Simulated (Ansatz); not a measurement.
**Geometry relaxation of ZrSe2 (part 1 of 2)**

System: ZrSe2 (P-3m1, 3 atoms in the cell).
Method: DFT with r2SCAN, PAW plane waves, no spin polarisation (Ansatz 0.2.0).

The structure derives from an entry of the Crystallography Open Database. Figures and captions count atoms from 1; the log counts them from 0 in places.

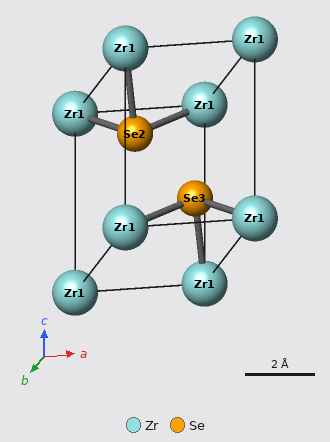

Figure 1. The input geometry (ball-and-stick view of the reduced cell, seen at an oblique angle; atoms are numbered from 1 in the order of the input).

Key numbers:

- outcome: converged
- space group (tolerance 0.01 Å): P-3m1 (164)
- electrons treated: 44
- free energy: −15156.0075 eV
- Fermi energy: 8.160 eV
- pressure: 0.00 GPa
- final volume: 80.74 Å³
- electronic character: gap of 0.77 eV
- largest force (length of the vector) at the end: under 0.001 eV/Å
- final cell: a = 3.815 Å, b = 3.815 Å, c = 6.407 Å, α = 90.00°, β = 90.00°, γ = 60.00°
- hardware: 2 threads of AMD EPYC (Zen 5), 192 GiB of memory available, shared host
- wall time: 26 s (CPU time 51 s)
- peak memory: 0.65 GiB

Notes:

The program warns: the structure was made exactly symmetric.

Input file:
```yaml
crystal:
  lattice:
    - [1.918866, 3.323568, 0.0]
    - [-1.918866, 3.323568, 0.0]
    - [0.0, 0.0, 6.256775]
  atoms:
    - { symbol: Zr, position: [0.0, 0.0, 0.0] }
    - { symbol: Se, position: [0.3333, 0.3334, 0.25] }
    - { symbol: Se, position: [0.6667, 0.6666, 0.75] }
  symmetry: { tolerance: 0.0003 }
kpoints:
  mp_grid: { grid: [6, 6, 4], shift: [0, 0, 0] }
magnetization:
  spin_polarized: false
scf:
  occupations: { method: fermi_dirac, width: 0.0782 }
  lower_state_search: "off"
hamiltonian:
  pseudopotentials: { kind: paw }
  xc: r2scan
basis:
  ecutwfc: 500
  fft_grid_basis: typed
relax:
  max_steps: 40
  cell: { p_target: 0.0 }
  f_tol: 0.03
output:
  forces: true
  stress: true
  eigenvalues: true
  bader: true
  populations: true
  elf: true
  write_potential: true
  volumetric_format: npy
  dos:
    e_range: [-12, 8]
    de: 0.05
    projected: { site_lists: { Se: [Se], Zr: [Zr] } }
  write_density: true
checkpoint:
  read: saved_state
```

Run as:
```bash
ansatz run input.yaml --threads 2 --pin off --max-ram 2560MiB --backend cpu --events-out ev --progress --plain --runs-dir out
```

The program's output:
```
Warning: the atoms were moved onto the symmetric positions of the space group found under crystal.symmetry.tolerance 3.0e-4 (fractional; no operation is sought that the atoms, as they stand in a round, miss by more than twice it, and no atom is moved by as much as it), and the run uses the moved positions. Before a round's move an operation carried an atom to 3.84e-4 Å from where it should land, the largest such distance. Atom 1 (counting from 0) moved farthest, by 2.22e-4 Å; the longest move in fractions of the cell, of whichever atom, is 0.24 of the tolerance, in 1 round. To run the atoms as typed, lower crystal.symmetry.tolerance until the operations that they miss are no longer found, or set crystal.symmetry.detect: false (a key that needs symmetry detection or time reversal refuses this as the deck is read). The positions used, in the order of the run's atom list: position: [0.0, 0.0, 0.0]; position: [0.3333333333333333, 0.3333333333333333, 0.25]; position: [0.6666666666666666, 0.6666666666666666, 0.75]; The lattice was moved too: crystal.lattice misses the space group found at crystal.symmetry.tolerance 3.0e-4 in a digit that the deck types, which is why this is a warning: making the lattice exact moves one of its numbers by a whole unit of that number's last typed decimal, or more. The operation that it misses by the most changes a squared length by the fraction 2.82e-6. The run uses the lattice that is a stretch of the typed one, with no rotation, onto the one that keeps every operation to a double's rounding (on a very oblique basis the stretch itself rounds by more); the deck's lattice vector that moved farthest moved by 3.12e-6 Å. To run the lattice as typed, set crystal.symmetry.tolerance under 2.81e-6, the least fraction by which an operation that the lattice misses changes a squared length (the same key also sets how far an atom may lie from its image, so lowering it can lose operations that the atoms keep only within it), or set crystal.symmetry.detect: false, as for the atoms. crystal.lattice made exact, in Å and degrees: [[1.9188644397356474, 3.3235707024593295, 0.0], [-1.9188644397356474, 3.3235707024593295, 0.0], [0.0, 0.0, 6.256775]]. Pasted over the deck's crystal.lattice, beside positions in fractional coordinates, it runs the same cell (given as lengths and angles, that cell in the form's own orientation, a rigid turn of the misfit's size from the one run here, for which a checkpoint.post_process_only pass over this run's state can be refused: where this run relaxes nothing, give such a pass this deck's own crystal.lattice, as typed; behind a relaxation, as crystal.lattice, the state's own cell, identity.cell in its checkpoint.json), and a matrix so pasted ends this notice, except on a very skew basis of the lattice, where the rounding of the pasted numbers themselves can read as a misfit: the cell is then moved again, and that move is told again. The lattice as run is in this notice's lattice.as_run_ang field (Run.prep()["deck_notices"] in Python, the deck_notice line of an events file, deck_notices of ansatz run --dry-run=json, or deck_notices in record.json in the deck's checkpoint.write directory).
Engine: ansatz 0.2.0, x86_64-unknown-linux-gnu
Pseudopotentials: kind: paw
Pseudopotential: Zr, paw, valence charge 12, recommended cutoff 500 eV (meta_gga), Zr.paw.azcp
Pseudopotential: Se, paw, valence charge 16, recommended cutoff 500 eV (meta_gga), Se.paw.azcp
Functional definition: r2SCAN
  parameter k0 = 0.174
  parameter k1 = 0.065
  parameter a1 = 4.9479
  exchange = r2scan_x(k0 = k0, k1 = k1, a1 = a1)
  correlation = r2scan_c
Crystal: 3 atoms, lattice volume = 79.805 Å³
Basis set: ecut = 500 eV, 1985 PW (Γ), exchange–correlation on 120×120×192 points (64 copies of the dense FFT grid, shifted against one another)
Bands: 27, of which v1, the nominal top of the filled ones, is band 22 counted from 1 (21 counted from 0)
Symmetry: 12 space group operations
Space group: P-3m1 (ITA 164), of the structure as read, at distance tolerance 1.3e-3 Å
k-points: 24 of 144
Non-local potential: Zr, projectors of the file, l = 0: 3, l = 1: 2, l = 2: 2, l = 3: 2
Non-local potential: Se, projectors of the file, l = 0: 2, l = 1: 2, l = 2: 3, l = 3: 1
PAW form: soft (Blöchl's): semilocal exchange-correlation on the pseudo side does not see the compensation charge
PAW frozen core: Zr, regenerated for the run's functional (the file was generated under x = pbe(κ = 0.804, μ = 0.2195149727645171), c = pbe(β = 0.06672455060314922))
PAW frozen core: Se, regenerated for the run's functional (the file was generated under x = pbe(κ = 0.804, μ = 0.2195149727645171), c = pbe(β = 0.06672455060314922))
PAW one-centre angular grid: Zr, 590 points (default); XC on 160 Gauss nodes
PAW one-centre angular grid: Se, 590 points (default); XC on 160 Gauss nodes
Initial density: read from a saved state, or passed on in memory by an earlier SCF of this step, an earlier step, the calling program or the single point that the run made first
Initial wavefunctions: pseudopotential atomic-orbital guess
Functional: x = r2scan, c = r2scan; τ floored in thin density (d = 2e-4 eV/Å³)
iter 1 solved again at ethr=2.01e-6 eV; its pass at ethr=3.10e-3 eV (dr2=8.83e-4 eV) is discarded
SCF iter   1: F=-15155.998298 eV  HF=-15155.997812 eV  |F-HF|=4.86e-4  |Δ(HF+E_count)|=         —  Δρ=8.48e-4  dr2=1.11e-3  dr2_τ=2.83e-4  ethr=2.01e-6  ⟨swp⟩=2.4  Hψ=3973  notcnv=0
preconditioner: auto → Resta (q_TF=auto, 2.471 Å⁻¹)  ε∞=5.1  [insulator: Δε(μ)=0.699 eV  Ē_g=8.176 eV  σ=0.078 eV  W_gap=0.98  n_scr=22 (ndim 8)  ℏωp=16.6 eV  f_vac=0.080  D(μ)=0.02/eV (n_scr^D=0)  ε∞_Penn≈5.1]
SCF iter   2: F=-15155.999057 eV  HF=-15155.998966 eV  |F-HF|=9.11e-5  |Δ(HF+E_count)|=   1.15e-3  Δρ=3.28e-4  dr2=4.05e-5  dr2_τ=3.77e-5  ethr=2.01e-6  ⟨swp⟩=2.0  Hψ=913  notcnv=0
SCF iter   3: F=-15155.999067 eV  HF=-15155.999046 eV  |F-HF|=2.13e-5  |Δ(HF+E_count)|=   7.98e-5  Δρ=1.64e-4  dr2=1.15e-5  dr2_τ=3.29e-6  ethr=9.21e-8  ⟨swp⟩=3.0  Hψ=1176  notcnv=0
SCF iter   4: F=-15155.999070 eV  HF=-15155.999069 eV  |F-HF|=5.20e-7  |Δ(HF+E_count)|=   2.30e-5  Δρ=3.54e-5  dr2=7.86e-7  dr2_τ=4.44e-8  ethr=2.61e-8  ⟨swp⟩=2.0  Hψ=884  notcnv=0
SCF iter   5: F=-15155.999070 eV  HF=-15155.999070 eV  |F-HF|=1.62e-7  |Δ(HF+E_count)|=   6.42e-7  Δρ=1.19e-5  dr2=4.74e-8  dr2_τ=2.86e-8  ethr=2.27e-10  ⟨swp⟩=10.1  Hψ=5616  notcnv=0
SCF 1 converged in 5 iterations: F = -15155.999070 eV  dr2 = 4.74e-8
  greatest PAW one-centre occupation: 1.000 electrons in one spin orbital (limit 2), on the Se atom at site 2 (counted from 0), in its partial waves of l = 2
relax step   1: F+E_penalty+E_count = -15155.99906992 eV  Δ(F+E_penalty+E_count) = +0.000e0 eV  max|allowed force component| = 1.922e-1 eV/Å  Δτ_max = 0.0000 Å  P = -1.074 GPa  Ω = 79.805 Å³  (5 SCF iters, dr2 threshold 1.00e-7 eV, accepted)
Crystal: 3 atoms, lattice volume = 79.746 Å³
Basis set: ecut = 500 eV, 1997 PW (Γ), exchange–correlation on 120×120×192 points (64 copies of the dense FFT grid, shifted against one another)
Initial density: handed on by an earlier stage of this run
Initial wavefunctions: those handed on with the density
iter 1 solved again at ethr=2.68e-5 eV; its pass at ethr=3.10e-3 eV (dr2=1.18e-2 eV) is discarded
SCF iter   1: F=-15155.979019 eV  HF=-15155.946292 eV  |F-HF|=3.27e-2  |Δ(HF+E_count)|=         —  Δρ=4.65e-3  dr2=1.32e-2  dr2_τ=2.78e-2  ethr=2.68e-5  ⟨swp⟩=1.0  Hψ=3300  notcnv=0
preconditioner: auto → Resta (q_TF=auto, 2.471 Å⁻¹)  ε∞=5.0  [insulator: Δε(μ)=0.826 eV  Ē_g=8.349 eV  σ=0.078 eV  W_gap=0.99  n_scr=22 (ndim 8)  ℏωp=16.6 eV  f_vac=0.115  D(μ)=0.01/eV (n_scr^D=0)  ε∞_Penn≈5.0]
SCF iter   2: F=-15155.985925 eV  HF=-15155.986268 eV  |F-HF|=3.43e-4  |Δ(HF+E_count)|=   4.00e-2  Δρ=2.26e-3  dr2=2.28e-3  dr2_τ=1.87e-4  ethr=2.68e-5  ⟨swp⟩=2.0  Hψ=1102  notcnv=0
SCF iter   3: F=-15155.986409 eV  HF=-15155.986434 eV  |F-HF|=2.50e-5  |Δ(HF+E_count)|=   1.67e-4  Δρ=6.00e-4  dr2=3.43e-4  dr2_τ=3.55e-5  ethr=5.19e-6  ⟨swp⟩=2.0  Hψ=1266  notcnv=0
SCF iter   4: F=-15155.986554 eV  HF=-15155.986536 eV  |F-HF|=1.79e-5  |Δ(HF+E_count)|=   1.02e-4  Δρ=2.11e-4  dr2=4.24e-5  dr2_τ=5.80e-7  ethr=7.79e-7  ⟨swp⟩=3.0  Hψ=1263  notcnv=0
SCF iter   5: F=-15155.986559 eV  HF=-15155.986560 eV  |F-HF|=1.36e-6  |Δ(HF+E_count)|=   2.42e-5  Δρ=5.47e-5  dr2=3.78e-6  dr2_τ=1.78e-7  ethr=9.64e-8  ⟨swp⟩=2.0  Hψ=1095  notcnv=0
SCF iter   6: F=-15155.986561 eV  HF=-15155.986560 eV  |F-HF|=2.75e-7  |Δ(HF+E_count)|=   2.89e-8  Δρ=2.53e-5  dr2=1.16e-6  dr2_τ=1.96e-8  ethr=8.60e-9  ⟨swp⟩=2.0  Hψ=1152  notcnv=0
SCF iter   7: F=-15155.986561 eV  HF=-15155.986561 eV  |F-HF|=1.68e-8  |Δ(HF+E_count)|=   7.42e-7  Δρ=6.14e-6  dr2=4.87e-8  dr2_τ=1.66e-9  ethr=6.82e-10  ⟨swp⟩=7.0  Hψ=4348  notcnv=0
SCF 2 converged in 7 iterations: F = -15155.986561 eV  dr2 = 4.87e-8
relax step   2: F+E_penalty+E_count = -15155.98656111 eV  Δ(F+E_penalty+E_count) = +1.251e-2 eV  max|allowed force component| = 4.696e-1 eV/Å  Δτ_max = 0.0693 Å  P = +2.239 GPa  Ω = 79.746 Å³  energy of the carried Pulay correction = +9.212e-6 eV  (7 SCF iters, dr2 threshold 3.00e-7 eV, rejected (line search))
Crystal: 3 atoms, lattice volume = 79.516 Å³
iter 1 solved again at ethr=1.50e-5 eV; its pass at ethr=3.10e-3 eV (dr2=6.62e-3 eV) is discarded
SCF iter   1: F=-15156.002420 eV  HF=-15156.012363 eV  |F-HF|=9.94e-3  |Δ(HF+E_count)|=         —  Δρ=3.37e-3  dr2=6.80e-3  dr2_τ=1.34e-2  ethr=1.50e-5  ⟨swp⟩=1.7  Hψ=3056  notcnv=0
preconditioner: auto → Resta (q_TF=auto, 2.472 Å⁻¹)  ε∞=5.1  [insulator: Δε(μ)=0.770 eV  Ē_g=8.276 eV  σ=0.078 eV  W_gap=0.99  n_scr=22 (ndim 8)  ℏωp=16.7 eV  f_vac=0.089  D(μ)=0.01/eV (n_scr^D=0)  ε∞_Penn≈5.1]
SCF iter   2: F=-15156.005777 eV  HF=-15156.005997 eV  |F-HF|=2.20e-4  |Δ(HF+E_count)|=   6.37e-3  Δρ=1.69e-3  dr2=1.39e-3  dr2_τ=2.57e-5  ethr=1.50e-5  ⟨swp⟩=2.0  Hψ=1056  notcnv=0
SCF iter   3: F=-15156.006159 eV  HF=-15156.006118 eV  |F-HF|=4.13e-5  |Δ(HF+E_count)|=   1.21e-4  Δρ=2.73e-4  dr2=7.12e-5  dr2_τ=1.58e-6  ethr=3.15e-6  ⟨swp⟩=2.0  Hψ=1290  notcnv=0
SCF iter   4: F=-15156.006169 eV  HF=-15156.006167 eV  |F-HF|=2.07e-6  |Δ(HF+E_count)|=   4.91e-5  Δρ=9.45e-5  dr2=8.86e-6  dr2_τ=1.80e-7  ethr=1.62e-7  ⟨swp⟩=2.1  Hψ=1156  notcnv=0
SCF iter   5: F=-15156.006171 eV  HF=-15156.006171 eV  |F-HF|=8.06e-7  |Δ(HF+E_count)|=   4.74e-6  Δρ=2.82e-5  dr2=7.06e-7  dr2_τ=3.69e-8  ethr=2.01e-8  ⟨swp⟩=2.0  Hψ=1248  notcnv=0
SCF iter   6: F=-15156.006171 eV  HF=-15156.006171 eV  |F-HF|=1.14e-9  |Δ(HF+E_count)|=   6.46e-7  Δρ=1.60e-5  dr2=3.40e-7  dr2_τ=1.23e-8  ethr=1.60e-9  ⟨swp⟩=2.0  Hψ=1152  notcnv=0
SCF iter   7: F=-15156.006171 eV  HF=-15156.006171 eV  |F-HF|=4.12e-8  |Δ(HF+E_count)|=   1.84e-7  Δρ=7.52e-6  dr2=8.18e-8  dr2_τ=1.07e-8  ethr=7.73e-10  ⟨swp⟩=2.0  Hψ=838  notcnv=0
SCF iter   8: F=-15156.006171 eV  HF=-15156.006171 eV  |F-HF|=7.84e-10  |Δ(HF+E_count)|=  3.27e-11  Δρ=1.33e-6  dr2=2.16e-9  dr2_τ=5.67e-11  ethr=1.86e-10  ⟨swp⟩=2.0  Hψ=786  notcnv=0
SCF iter   9: F=-15156.006171 eV  HF=-15156.006171 eV  |F-HF|=1.46e-11  |Δ(HF+E_count)|=   1.32e-9  Δρ=3.00e-7  dr2=1.83e-10  dr2_τ=2.58e-12  ethr=4.91e-12  ⟨swp⟩=2.0  Hψ=840  notcnv=0
SCF iter  10: F=-15156.006171 eV  HF=-15156.006171 eV  |F-HF|=5.46e-12  |Δ(HF+E_count)|=  3.82e-11  Δρ=7.00e-8  dr2=5.28e-12  dr2_τ=4.32e-13  ethr=1.00e-12  ⟨swp⟩=6.1  Hψ=3021  notcnv=0
SCF 3 converged in 10 iterations: F = -15156.006171 eV  dr2 = 5.28e-12
relax step   3: F+E_penalty+E_count = -15156.00617097 eV  Δ(F+E_penalty+E_count) = -7.101e-3 eV  max|allowed force component| = 2.865e-2 eV/Å  Δτ_max = 0.0176 Å  P = +0.047 GPa  Ω = 79.516 Å³  energy of the carried Pulay correction = +4.533e-5 eV  (10 SCF iters, accepted)
Crystal: 3 atoms, lattice volume = 80.433 Å³
Basis set: ecut = 500 eV, 2033 PW (Γ), exchange–correlation on 120×120×192 points (64 copies of the dense FFT grid, shifted against one another)
iter 1 solved again at ethr=1.14e-5 eV; its pass at ethr=3.10e-3 eV (dr2=5.04e-3 eV) is discarded
SCF iter   1: F=-15156.003605 eV  HF=-15156.001532 eV  |F-HF|=2.07e-3  |Δ(HF+E_count)|=         —  Δρ=1.73e-3  dr2=4.80e-3  dr2_τ=3.68e-3  ethr=1.14e-5  ⟨swp⟩=1.6  Hψ=3250  notcnv=0
preconditioner: auto → Resta (q_TF=auto, 2.467 Å⁻¹)  ε∞=5.0  [insulator: Δε(μ)=0.809 eV  Ē_g=8.273 eV  σ=0.078 eV  W_gap=0.99  n_scr=22 (ndim 8)  ℏωp=16.6 eV  f_vac=0.108  D(μ)=0.01/eV (n_scr^D=0)  ε∞_Penn≈5.0]
SCF iter   2: F=-15156.006891 eV  HF=-15156.007019 eV  |F-HF|=1.28e-4  |Δ(HF+E_count)|=   5.49e-3  Δρ=8.20e-4  dr2=4.73e-4  dr2_τ=3.66e-5  ethr=1.09e-5  ⟨swp⟩=2.0  Hψ=1042  notcnv=0
SCF iter   3: F=-15156.007036 eV  HF=-15156.007039 eV  |F-HF|=2.90e-6  |Δ(HF+E_count)|=   1.95e-5  Δρ=2.97e-4  dr2=8.10e-5  dr2_τ=7.85e-6  ethr=1.07e-6  ⟨swp⟩=2.4  Hψ=1043  notcnv=0
SCF iter   4: F=-15156.007066 eV  HF=-15156.007062 eV  |F-HF|=3.66e-6  |Δ(HF+E_count)|=   2.39e-5  Δρ=9.76e-5  dr2=1.09e-5  dr2_τ=1.75e-7  ethr=1.84e-7  ⟨swp⟩=2.0  Hψ=1116  notcnv=0
SCF iter   5: F=-15156.007067 eV  HF=-15156.007067 eV  |F-HF|=2.59e-8  |Δ(HF+E_count)|=   4.80e-6  Δρ=3.28e-5  dr2=1.32e-6  dr2_τ=3.90e-8  ethr=2.47e-8  ⟨swp⟩=2.6  Hψ=1107  notcnv=0
SCF iter   6: F=-15156.007068 eV  HF=-15156.007067 eV  |F-HF|=1.54e-7  |Δ(HF+E_count)|=   2.84e-7  Δρ=1.15e-5  dr2=1.34e-7  dr2_τ=5.28e-9  ethr=2.99e-9  ⟨swp⟩=2.0  Hψ=1152  notcnv=0
SCF iter   7: F=-15156.007068 eV  HF=-15156.007068 eV  |F-HF|=1.39e-9  |Δ(HF+E_count)|=   1.88e-7  Δρ=2.73e-6  dr2=1.25e-8  dr2_τ=3.75e-10  ethr=1.84e-10  ⟨swp⟩=9.4  Hψ=4176  notcnv=0
SCF 4 converged in 7 iterations: F = -15156.007068 eV  dr2 = 1.25e-8
relax step   4: F+E_penalty+E_count = -15156.00706765 eV  Δ(F+E_penalty+E_count) = -8.967e-4 eV  max|allowed force component| = 3.291e-2 eV/Å  Δτ_max = 0.0208 Å  P = +0.108 GPa  Ω = 80.433 Å³  energy of the carried Pulay correction = -9.798e-5 eV  (7 SCF iters, dr2 threshold 8.11e-8 eV, accepted)
Crystal: 3 atoms, lattice volume = 80.630 Å³
iter 1 solved again at ethr=1.27e-7 eV; its pass at ethr=3.10e-3 eV (dr2=5.58e-5 eV) is discarded
SCF iter   1: F=-15156.007278 eV  HF=-15156.006862 eV  |F-HF|=4.17e-4  |Δ(HF+E_count)|=         —  Δρ=3.16e-4  dr2=6.01e-5  dr2_τ=2.94e-4  ethr=1.27e-7  ⟨swp⟩=3.0  Hψ=3446  notcnv=0
preconditioner: auto → Resta (q_TF=auto, 2.466 Å⁻¹)  ε∞=5.0  [insulator: Δε(μ)=0.776 eV  Ē_g=8.262 eV  σ=0.078 eV  W_gap=0.99  n_scr=22 (ndim 8)  ℏωp=16.5 eV  f_vac=0.109  D(μ)=0.01/eV (n_scr^D=0)  ε∞_Penn≈5.0]
SCF iter   2: F=-15156.007328 eV  HF=-15156.007321 eV  |F-HF|=6.12e-6  |Δ(HF+E_count)|=   4.60e-4  Δρ=1.78e-4  dr2=1.47e-5  dr2_τ=1.01e-6  ethr=1.27e-7  ⟨swp⟩=2.0  Hψ=1183  notcnv=0
SCF iter   3: F=-15156.007330 eV  HF=-15156.007329 eV  |F-HF|=9.68e-7  |Δ(HF+E_count)|=   7.23e-6  Δρ=6.37e-5  dr2=2.67e-6  dr2_τ=2.88e-7  ethr=3.34e-8  ⟨swp⟩=2.0  Hψ=840  notcnv=0
SCF iter   4: F=-15156.007331 eV  HF=-15156.007331 eV  |F-HF|=1.12e-7  |Δ(HF+E_count)|=   1.84e-6  Δρ=1.52e-5  dr2=1.81e-7  dr2_τ=2.05e-8  ethr=5.08e-10  ⟨swp⟩=6.8  Hψ=4575  notcnv=0
SCF 5 converged in 4 iterations: F = -15156.007331 eV  dr2 = 1.81e-7
relax step   5: F+E_penalty+E_count = -15156.00733064 eV  Δ(F+E_penalty+E_count) = -2.630e-4 eV  max|allowed force component| = 7.720e-3 eV/Å  Δτ_max = 0.0025 Å  P = +0.062 GPa  Ω = 80.630 Å³  energy of the carried Pulay correction = -1.285e-4 eV  (4 SCF iters, dr2 threshold 2.24e-7 eV, accepted)
Crystal: 3 atoms, lattice volume = 80.739 Å³
Basis set: ecut = 500 eV, 2045 PW (Γ), exchange–correlation on 120×120×192 points (64 copies of the dense FFT grid, shifted against one another)
iter 1 solved again at ethr=1.31e-7 eV; its pass at ethr=3.10e-3 eV (dr2=5.78e-5 eV) is discarded
```
